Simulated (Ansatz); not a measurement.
**Single-point calculation of Si**

The run: single-point calculation of Si (I4/mmm, 64 atoms in the cell). Method and program: DFT PBE, scalar-relativistic, plane waves, PAW, no spin polarisation (Ansatz 0.2.0).

The structure derives from a Materials Project entry.

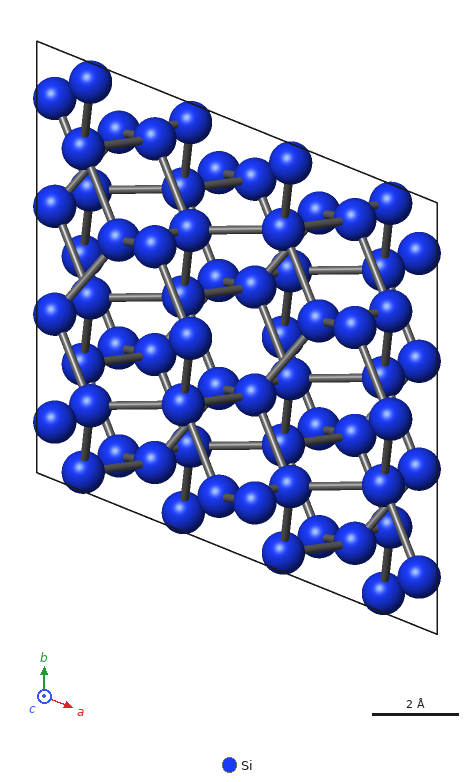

**Figure 1.** The structure as given in the input (ball-and-stick view of the cell of the calculation, along the c axis). An atom can appear more than once, as a periodic image.

The input
```yaml
crystal:
  lattice:
    - [6.650888, 6.650889, 3.844771]
    - [-9.976333, 3.325444, 1.922386]
    - [3.325444, -9.976333, 9.611928]
  atoms:
    - { symbol: Si, position: [0.134101, 0.9553, 0.9553] }
    - { symbol: Si, position: [0.384101, 0.7053, 0.7053] }
    - { symbol: Si, position: [0.134101, 0.7053, 0.2053] }
    - { symbol: Si, position: [0.634101, 0.4553, 0.4553] }
    - { symbol: Si, position: [0.884101, 0.2053, 0.2053] }
    - { symbol: Si, position: [0.384101, 0.4553, 0.9553] }
    - { symbol: Si, position: [0.634101, 0.2053, 0.7053] }
    - { symbol: Si, position: [0.134101, 0.4553, 0.4553] }
    - { symbol: Si, position: [0.384101, 0.2053, 0.2053] }
    - { symbol: Si, position: [0.134101, 0.2053, 0.7053] }
    - { symbol: Si, position: [0.884101, 0.9553, 0.4553] }
    - { symbol: Si, position: [0.634101, 0.9553, 0.9553] }
    - { symbol: Si, position: [0.884101, 0.7053, 0.7053] }
    - { symbol: Si, position: [0.384101, 0.9553, 0.4553] }
    - { symbol: Si, position: [0.634101, 0.7053, 0.2053] }
    - { symbol: Si, position: [0.884101, 0.4553, 0.9553] }
    - { symbol: Si, position: [0.115899, 0.5447, 0.0447] }
    - { symbol: Si, position: [0.365899, 0.2947, 0.7947] }
    - { symbol: Si, position: [0.615899, 0.0447, 0.5447] }
    - { symbol: Si, position: [0.115899, 0.2947, 0.2947] }
    - { symbol: Si, position: [0.365899, 0.0447, 0.0447] }
    - { symbol: Si, position: [0.115899, 0.0447, 0.5447] }
    - { symbol: Si, position: [0.865899, 0.7947, 0.2947] }
    - { symbol: Si, position: [0.615899, 0.7947, 0.7947] }
    - { symbol: Si, position: [0.865899, 0.5447, 0.5447] }
    - { symbol: Si, position: [0.365899, 0.7947, 0.2947] }
    - { symbol: Si, position: [0.615899, 0.5447, 0.0447] }
    - { symbol: Si, position: [0.115899, 0.7947, 0.7947] }
    - { symbol: Si, position: [0.365899, 0.5447, 0.5447] }
    - { symbol: Si, position: [0.865899, 0.2947, 0.7947] }
    - { symbol: Si, position: [0.615899, 0.2947, 0.2947] }
    - { symbol: Si, position: [0.865899, 0.0447, 0.0447] }
    - { symbol: Si, position: [0.0447, 0.134101, 0.9553] }
    - { symbol: Si, position: [0.2947, 0.884101, 0.7053] }
    - { symbol: Si, position: [0.5447, 0.634101, 0.4553] }
    - { symbol: Si, position: [0.0447, 0.884101, 0.2053] }
    - { symbol: Si, position: [0.2947, 0.634101, 0.9553] }
    - { symbol: Si, position: [0.0447, 0.634101, 0.4553] }
    - { symbol: Si, position: [0.7947, 0.384101, 0.2053] }
    - { symbol: Si, position: [0.5447, 0.384101, 0.7053] }
    - { symbol: Si, position: [0.7947, 0.134101, 0.4553] }
    - { symbol: Si, position: [0.2947, 0.384101, 0.2053] }
    - { symbol: Si, position: [0.5447, 0.134101, 0.9553] }
    - { symbol: Si, position: [0.0447, 0.384101, 0.7053] }
    - { symbol: Si, position: [0.2947, 0.134101, 0.4553] }
    - { symbol: Si, position: [0.7947, 0.884101, 0.7053] }
    - { symbol: Si, position: [0.5447, 0.884101, 0.2053] }
    - { symbol: Si, position: [0.7947, 0.634101, 0.9553] }
    - { symbol: Si, position: [0.2053, 0.615899, 0.7947] }
    - { symbol: Si, position: [0.4553, 0.365899, 0.5447] }
    - { symbol: Si, position: [0.7053, 0.115899, 0.2947] }
    - { symbol: Si, position: [0.2053, 0.365899, 0.0447] }
    - { symbol: Si, position: [0.4553, 0.115899, 0.7947] }
    - { symbol: Si, position: [0.2053, 0.115899, 0.2947] }
    - { symbol: Si, position: [0.9553, 0.865899, 0.0447] }
    - { symbol: Si, position: [0.7053, 0.865899, 0.5447] }
    - { symbol: Si, position: [0.9553, 0.615899, 0.2947] }
    - { symbol: Si, position: [0.4553, 0.865899, 0.0447] }
    - { symbol: Si, position: [0.7053, 0.615899, 0.7947] }
    - { symbol: Si, position: [0.2053, 0.865899, 0.5447] }
    - { symbol: Si, position: [0.4553, 0.615899, 0.2947] }
    - { symbol: Si, position: [0.9553, 0.365899, 0.5447] }
    - { symbol: Si, position: [0.7053, 0.365899, 0.0447] }
    - { symbol: Si, position: [0.9553, 0.115899, 0.7947] }
basis:
  ecutwfc: 420
  fft_grid_basis: typed
kpoints:
  mp_grid: { grid: [1, 1, 1] }
hamiltonian:
  xc: pbe
  pseudopotentials: { kind: paw }
scf:
  occupations: { method: gaussian, width: 0.05 }
output:
  forces: true
  stress: false
  eigenvalues: true
  bader: false
  write_density: true
  volumetric_format: npy
```

Launch command:
```bash
ansatz run input.yaml --threads 4 --pin off --max-ram 10240MiB --backend cpu --events-out ev --progress --plain --runs-dir out
```

The program's output
```
Engine: ansatz 0.2.0, aarch64-unknown-linux-gnu
Pseudopotentials: kind: paw
Pseudopotential: Si, paw, valence charge 4, recommended cutoff 420 eV (normal), Si.paw.azcp
Functional definition: PBE
  parameter kappa = 0.804
  parameter beta = 0.06672455060314922
  exchange = pbe_x(kappa = kappa, mu = beta*pi^2/3)
  correlation = pbe_c(beta = beta)
Crystal: 64 atoms, lattice volume = 1360.567 Å³
Basis set: ecut = 420 eV, 26559 PW (Γ), exchange–correlation on 144×144×192 points (8 copies of the dense FFT grid, shifted against one another)
Bands: 192, of which v1, the nominal top of the filled ones, is band 128 counted from 1 (127 counted from 0)
Symmetry: 32 space group operations
Space group: I4/mmm (ITA 139), of the structure as read, at distance tolerance 1.1e-4 Å
k-points: 1
Non-local potential: Si, projectors of the file, l = 0: 2, l = 1: 2, l = 2: 2
PAW form: soft (Blöchl's): semilocal exchange-correlation on the pseudo side does not see the compensation charge
PAW one-centre angular grid: Si, 110 points (default); XC on 64 Gauss nodes
Initial density: superposition of atomic densities (neutral atoms: chi_scale 0, normalization atom), corrected by the library's trained network
Initial wavefunctions: pseudopotential atomic-orbital guess
Functional: x = pbe(κ = 0.804, μ = 0.2195149727645171), c = pbe(β = 0.06672455060314922)
SCF iter   1: F=—  HF=-40683.935183 eV  |F-HF|=—  |Δ(HF+E_count)|=         —  Δρ=2.54e-3  dr2=1.53e-1  ethr=1.77e-3  ⟨swp⟩=6.0  Hψ=923  notcnv=0  defer=18
preconditioner: auto → Resta (q_TF=auto, 2.065 Å⁻¹)  ε∞=5.4  [insulator: Δε(μ)=1.291 eV  Ē_g=7.722 eV  σ=0.050 eV  W_gap=1.00  n_scr=204 (ndim 8)  ℏωp=16.1 eV  f_vac=0.000  D(μ)=0.00/eV (n_scr^D=0)  ε∞_Penn≈5.4]
SCF iter   2: F=—  HF=-40683.911017 eV  |F-HF|=—  |Δ(HF+E_count)|=   2.42e-2  Δρ=1.41e-3  dr2=4.19e-2  ethr=5.98e-5  ⟨swp⟩=3.0  Hψ=329  notcnv=0  defer=28
SCF iter   3: F=—  HF=-40683.904765 eV  |F-HF|=—  |Δ(HF+E_count)|=   6.25e-3  Δρ=2.02e-4  dr2=8.25e-4  ethr=1.64e-5  ⟨swp⟩=2.0  Hψ=245  notcnv=0
automatic band count: iteration 3 solves 148 bands in place of 192: the levels show a gap, and the empty bands left out lie too high to hold charge; the band table lists the bands solved (type scf.n_extra_bands for more)
SCF iter   4: F=—  HF=-40683.905572 eV  |F-HF|=—  |Δ(HF+E_count)|=   8.07e-4  Δρ=6.74e-5  dr2=1.07e-4  ethr=3.22e-7  ⟨swp⟩=2.0  Hψ=262  notcnv=0
SCF iter   5: F=—  HF=-40683.905915 eV  |F-HF|=—  |Δ(HF+E_count)|=   3.42e-4  Δρ=1.17e-5  dr2=2.80e-6  ethr=4.18e-8  ⟨swp⟩=2.0  Hψ=255  notcnv=0
SCF iter   6: F=—  HF=-40683.905815 eV  |F-HF|=—  |Δ(HF+E_count)|=   9.95e-5  Δρ=2.93e-6  dr2=1.82e-7  ethr=1.09e-9  ⟨swp⟩=2.0  Hψ=262  notcnv=0
SCF iter   7: F=-40683.905815 eV  HF=-40683.905815 eV  |F-HF|=8.53e-9  |Δ(HF+E_count)|=   1.15e-7  Δρ=7.71e-7  dr2=1.50e-8  ethr=3.91e-11  ⟨swp⟩=11.0  Hψ=646  notcnv=0
SCF 1 converged in 7 iterations: F = -40683.905815 eV  dr2 = 1.50e-8
  greatest PAW one-centre occupation: 0.636 electrons in one spin orbital (limit 2), on the Si atom at site 63 (counted from 0), in its partial waves of l = 0
SCF converged after 7 iterations
Free energy (F): -40683.905815 eV
Harris-Foulkes:  -40683.905815 eV  (|F-HF|=8.53e-9)
Internal energy: -40683.905815 eV  (E = F + TS)
E sigma→0 (E₀):  -40683.905815 eV
Fermi energy:    5.932185 eV
--- Per-component energies (eV) ---
  E_band       = 160.847444
  E_kinetic    = 2579.416731
  E_local      = -2221.303783  (includes V_loc(G=0)·N_el)
  E_nonlocal   = 1661.545985
  E_hartree    = 641.886110
  E_xc         = -3526.998303
  E_vxc        = -2984.310335  (∫ρ·V_xc dr)
  E_paw        = -32817.951836  (= ΣΔE_a)
  E_vpaw       = -158.277322  (= ΣTr[D̂ρ^β])
  E_aug_tail   = 0.000403  (compensation charges beyond the density's cutoff)
  E_ewald      = -7000.501123
  E_smearing   = -0.000000  (= −TS)
  E_closure    = 0.000000  (closes the sum)
  Σ components = -40683.905815   (vs F -40683.905815, Δ=0.00e0)
--- Forces (eV/Å), atoms counted from 1 ---
  atom   1  Si     0.01428828     0.00999227    -0.23349949
  atom   2  Si     0.01428828     0.00999227    -0.23349949
  atom   3  Si     0.01428828     0.00999227    -0.23349949
  atom   4  Si     0.01428828     0.00999227    -0.23349949
  atom   5  Si     0.01428828     0.00999227    -0.23349949
  atom   6  Si     0.01428828     0.00999227    -0.23349949
  atom   7  Si     0.01428828     0.00999227    -0.23349949
  atom   8  Si     0.01428828     0.00999227    -0.23349949
  atom   9  Si     0.01428828     0.00999227    -0.23349949
  atom  10  Si     0.01428828     0.00999227    -0.23349949
  atom  11  Si     0.01428828     0.00999227    -0.23349949
  atom  12  Si     0.01428828     0.00999227    -0.23349949
  atom  13  Si     0.01428828     0.00999227    -0.23349949
  atom  14  Si     0.01428828     0.00999227    -0.23349949
  atom  15  Si     0.01428828     0.00999227    -0.23349949
  atom  16  Si     0.01428828     0.00999227    -0.23349949
  atom  17  Si    -0.01428828    -0.00999227     0.23349949
  atom  18  Si    -0.01428828    -0.00999227     0.23349949
  atom  19  Si    -0.01428828    -0.00999227     0.23349949
  atom  20  Si    -0.01428828    -0.00999227     0.23349949
  atom  21  Si    -0.01428828    -0.00999227     0.23349949
  atom  22  Si    -0.01428828    -0.00999227     0.23349949
  atom  23  Si    -0.01428828    -0.00999227     0.23349949
  atom  24  Si    -0.01428828    -0.00999227     0.23349949
  atom  25  Si    -0.01428828    -0.00999227     0.23349949
  atom  26  Si    -0.01428828    -0.00999227     0.23349949
  atom  27  Si    -0.01428828    -0.00999227     0.23349949
  atom  28  Si    -0.01428828    -0.00999227     0.23349949
  atom  29  Si    -0.01428828    -0.00999227     0.23349949
  atom  30  Si    -0.01428828    -0.00999227     0.23349949
  atom  31  Si    -0.01428828    -0.00999227     0.23349949
  atom  32  Si    -0.01428828    -0.00999227     0.23349949
  atom  33  Si    -0.03327531     0.04359216    -0.04348739
  atom  34  Si    -0.03327531     0.04359216    -0.04348739
  atom  35  Si    -0.03327531     0.04359216    -0.04348739
  atom  36  Si    -0.03327531     0.04359216    -0.04348739
  atom  37  Si    -0.03327531     0.04359216    -0.04348739
  atom  38  Si    -0.03327531     0.04359216    -0.04348739
  atom  39  Si    -0.03327531     0.04359216    -0.04348739
  atom  40  Si    -0.03327531     0.04359216    -0.04348739
  atom  41  Si    -0.03327531     0.04359216    -0.04348739
  atom  42  Si    -0.03327531     0.04359216    -0.04348739
  atom  43  Si    -0.03327531     0.04359216    -0.04348739
  atom  44  Si    -0.03327531     0.04359216    -0.04348739
  atom  45  Si    -0.03327531     0.04359216    -0.04348739
  atom  46  Si    -0.03327531     0.04359216    -0.04348739
  atom  47  Si    -0.03327531     0.04359216    -0.04348739
  atom  48  Si    -0.03327531     0.04359216    -0.04348739
  atom  49  Si     0.03327531    -0.04359216     0.04348739
  atom  50  Si     0.03327531    -0.04359216     0.04348739
  atom  51  Si     0.03327531    -0.04359216     0.04348739
  atom  52  Si     0.03327531    -0.04359216     0.04348739
  atom  53  Si     0.03327531    -0.04359216     0.04348739
  atom  54  Si     0.03327531    -0.04359216     0.04348739
  atom  55  Si     0.03327531    -0.04359216     0.04348739
  atom  56  Si     0.03327531    -0.04359216     0.04348739
  atom  57  Si     0.03327531    -0.04359216     0.04348739
  atom  58  Si     0.03327531    -0.04359216     0.04348739
  atom  59  Si     0.03327531    -0.04359216     0.04348739
  atom  60  Si     0.03327531    -0.04359216     0.04348739
  atom  61  Si     0.03327531    -0.04359216     0.04348739
  atom  62  Si     0.03327531    -0.04359216     0.04348739
  atom  63  Si     0.03327531    -0.04359216     0.04348739
  atom  64  Si     0.03327531    -0.04359216     0.04348739
  max |Σ_I F_I| component: 1.12e-15 eV/Å
--- Band table (eV) ---
  k-point 0: bands = ["-6.2177", "-5.5448", "-5.5448", "-5.2179", "-4.9517", "-4.9517", "-4.9422", "-4.9422", "-4.8336", "-4.8336", "-4.3192", "-4.3192", "-4.2660", "-4.2535", "-4.2535", "-4.2520", "-4.2510", "-4.1683", "-4.1683", "-3.3101", "-3.3101", "-3.2895", "-3.2895", "-3.2821", "-3.2821", "-2.4793", "-2.4793", "-2.3731", "-2.3697", "-2.1103", "-2.1103", "-2.0028", "-2.0028", "-1.9925", "-1.9676", "-1.9676", "-1.7805", "-1.7805", "-1.6430", "-1.6421", "-0.8987", "-0.8987", "-0.8977", "-0.8977", "-0.6119", "-0.6119", "-0.3478", "-0.3478", "-0.3171", "-0.3133", "0.2609", "0.2661", "0.4978", "0.6553", "0.6553", "0.8828", "1.0380", "1.0380", "1.0624", "1.0624", "1.1154", "1.1154", "1.4222", "1.4222", "1.4804", "1.4843", "1.5929", "1.5929", "1.7635", "1.7635", "1.9060", "1.9060", "1.9092", "1.9092", "2.0656", "2.1698", "2.1698", "2.3369", "2.3409", "2.4235", "2.4235", "2.5676", "2.5676", "2.9588", "2.9588", "2.9656", "2.9656", "3.0080", "3.0546", "3.0546", "3.1825", "3.1825", "3.2275", "3.2275", "3.4138", "3.4138", "3.4624", "3.4635", "3.5408", "3.5408", "3.6561", "3.6561", "3.6571", "3.6571", "3.6578", "3.6578", "3.8418", "3.9581", "4.1965", "4.2034", "4.2034", "4.2054", "4.2054", "4.2857", "4.2857", "4.3267", "4.3596", "4.4091", "4.4098", "4.5230", "4.5230", "4.9520", "4.9520", "5.0822", "5.0822", "5.2744", "5.2744", "5.2780", "6.5872", "6.5872", "6.6826", "6.6848", "6.7197", "6.7197", "7.0957", "7.0957", "7.1047", "7.1047", "7.2456", "7.3268", "7.3268", "7.4251", "7.4340", "7.4713", "7.4846", "7.4846", "7.7336", "7.7999"]
```

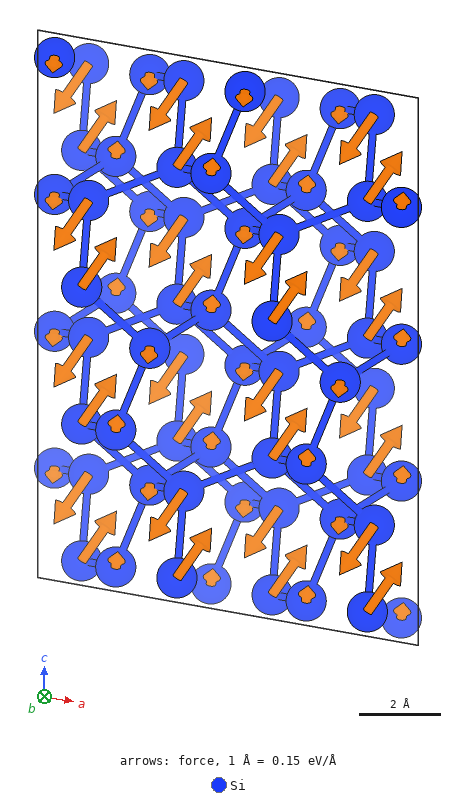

**Figure 2.** Forces on the atoms as orange arrows (ball-and-stick view of the cell of the calculation, along the b axis). The largest act on Si1, Si2, Si3, Si4, Si5, Si6 and 26 more (0.23 eV/Å). Atoms are counted from 1 in the order of the input and aren't labelled in the picture. 

Summary

```tsv
quantity	value
outcome	converged
space group (tolerance 0.01 Å)	I4/mmm (139)
electrons treated	256
free energy	−40683.9058 eV
Fermi energy	5.932 eV
gap on the k-point mesh	1.31 eV
largest force (length of the vector)	0.234 eV/Å
hardware	4 threads of Arm Neoverse V2, 24 GiB of memory available, shared host
wall time	4.8 s (CPU time 18 s)
peak memory	1.1 GiB
```

So coarse a mesh can miss the band edges, so the true gap of this method can be much smaller, or zero. The k-point mesh is coarse for a cell of this size, so the results may not be converged.
